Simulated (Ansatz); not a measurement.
## Electronic structure of Ni₃O in real space

Input file:

```
crystal:
  lattice:
    - [4.38893834, 0.0, 0.0]
    - [0.0, 4.38893834, 0.0]
    - [0.0, 0.0, 4.38893834]
  atoms:
    - { symbol: Ni, position: [0.25, 0.0, 0.5], spin: 1.03 }
    - { symbol: Ni, position: [0.5, 0.75, 0.0], spin: 1.03 }
    - { symbol: Ni, position: [0.75, 0.0, 0.5], spin: 1.03 }
    - { symbol: Ni, position: [0.5, 0.25, 0.0], spin: 1.03 }
    - { symbol: Ni, position: [0.0, 0.5, 0.75], spin: 1.03 }
    - { symbol: Ni, position: [0.0, 0.5, 0.25], spin: 1.03 }
    - { symbol: O, position: [0.0, 0.0, 0.0], spin: 0.29 }
    - { symbol: O, position: [0.5, 0.5, 0.5], spin: 0.29 }
basis:
  ecutwfc: 420
kpoints:
  mp_grid: { grid: [8, 8, 8] }
hamiltonian:
  xc: pbe
scf:
  occupations: { method: gaussian, width: 0.1 }
output:
  forces: true
  stress: true
  eigenvalues: true
  populations: true
  write_density: true
  write_potential: true
  elf: true
  volumetric_format: npy
magnetization:
  spin_polarized: true
relax:
  adjacent_minimum: "off"
  f_tol: 0.01
  max_steps: 80
  cell: { stress_tol: 0.05 }
```

Run with:

```sh
ansatz run input.yaml --threads 1 --pin off --max-ram 2560MiB --backend cpu --events-out ev --progress --plain --runs-dir out
```

Below, planes, directions and counts refer to the conventional cell (a = 4.41 Å, b = 4.41 Å, c = 4.41 Å, α = 90.00°, β = 90.00°, γ = 90.00°).

The fields are those of the run's last geometry, not of the input's.

Space group Pm-3n; a structure generated by program, which may or may not match a known phase; spin-polarised.

Theory: DFT PBE, scalar-relativistic, plane waves, PAW (Ansatz 0.2.0).

Core electrons are frozen (PAW), and the valence fields are smoothed inside the atomic spheres.

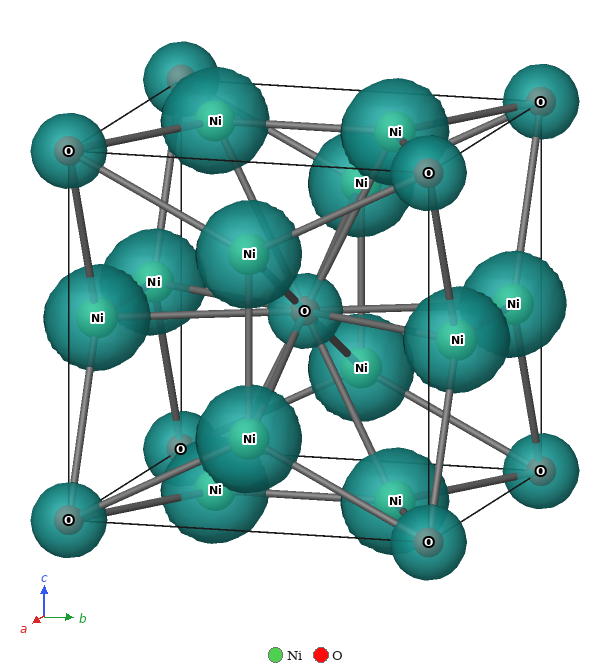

Figure 1. Isosurfaces of the spin density at +0.2 (teal) and −0.2 e/Å³ (pink), seen slightly off an axis. Sticks mark near contacts.

Question: Where is the spin, and how is it ordered?

Answer: The spin density sits on Ni: +0.9 μB (×6) in one cell of 8 atoms, with smaller moments on other sites: O (up to +0.26 μB): parallel moments (a ferromagnetic arrangement) in this solution. The cell of the calculation (8 atoms) carries 5.9 μB of net spin moment. Only one sign reaches the isovalue.

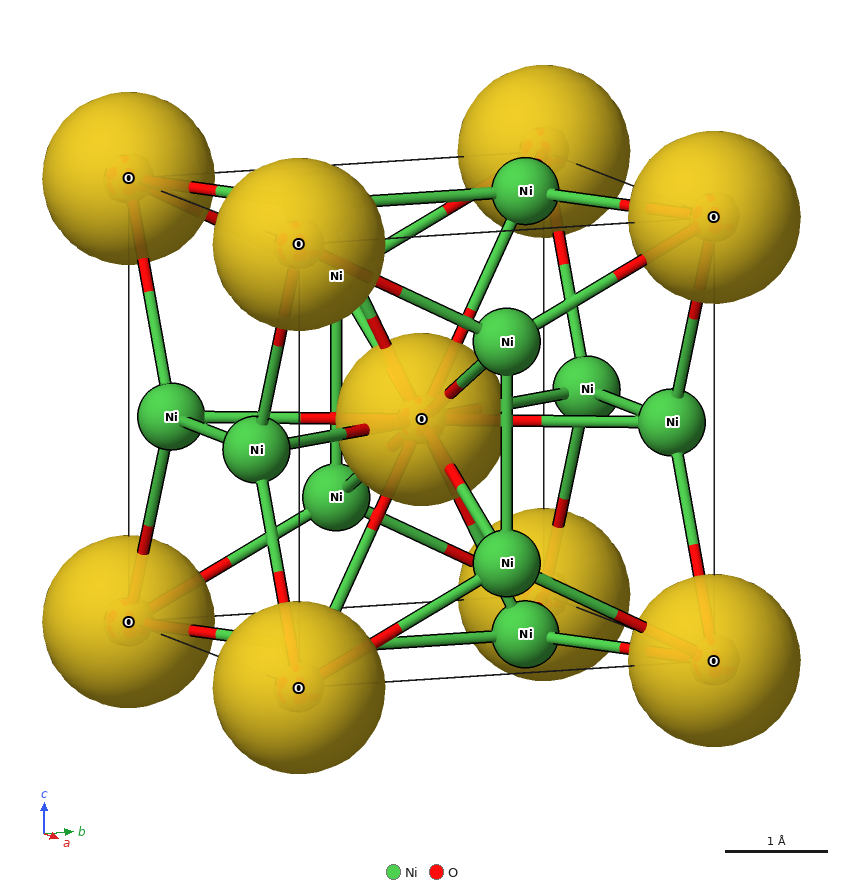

Figure 2. Isosurface of the electron localisation function at 0.6 (yellow), seen slightly off an axis. Core shells and regions of very low density are left out. Sticks mark near contacts.

Question: Where are the electrons localised?

Answer: The ELF exceeds this value in two regions wrapped around O (the valence shell of each), counted in one cell of 8 atoms. Any copies at cell faces, edges or corners count once. Along the contacts the grid gives the following. Ni–Ni (2.21 Å): the ELF is about 0.20 at the midpoint; no localised pair shows between them. Ni–O (2.47 Å): the ELF is about 0.10 at the midpoint: no shared electron pair shows on this line.

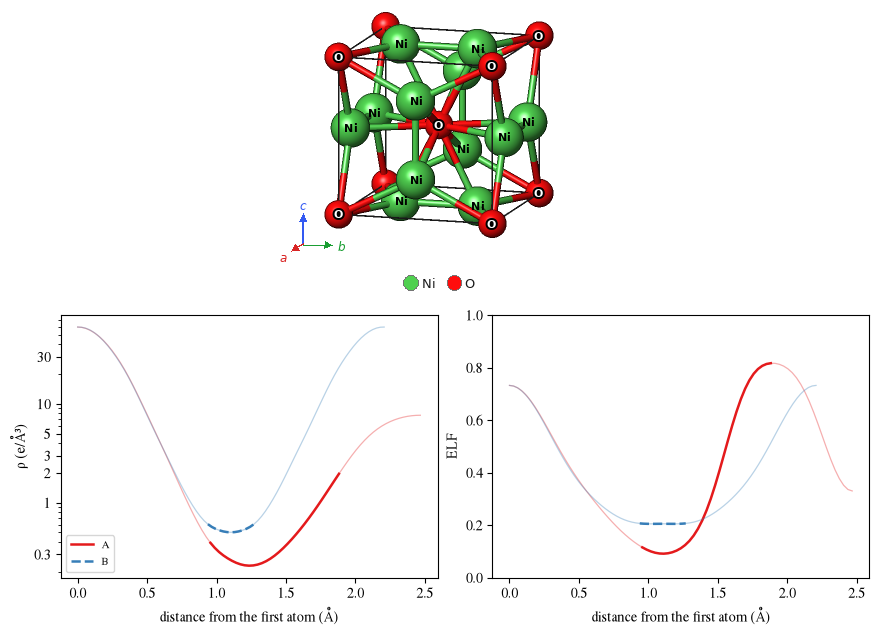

Figure 3. Valence charge density (pseudo) and ELF along straight lines between neighbouring atoms. Thin, pale parts lie inside the atomic spheres. The structure is drawn too.

Question: Which curve belongs to which contact (Ni–Ni and Ni–O)? The first atom named is at distance zero.

Answer: Curve A: Ni–O (2.47 Å): ρ at the midpoint is about 0.23 e/Å³; the ELF is about 0.10 at the midpoint; no shared electron pair shows on this line. Curve B: Ni–Ni (2.21 Å): the density is about 0.5 e/Å³ at the midpoint; the ELF is about 0.20 at the midpoint: no shared electron pair shows on this line.

Question: Metal or insulator at this level of theory?

Answer: It is metallic or semimetallic at this level of theory: no gap opens; semilocal functionals without U, or without the true magnetic order, often close the gap of such compounds.
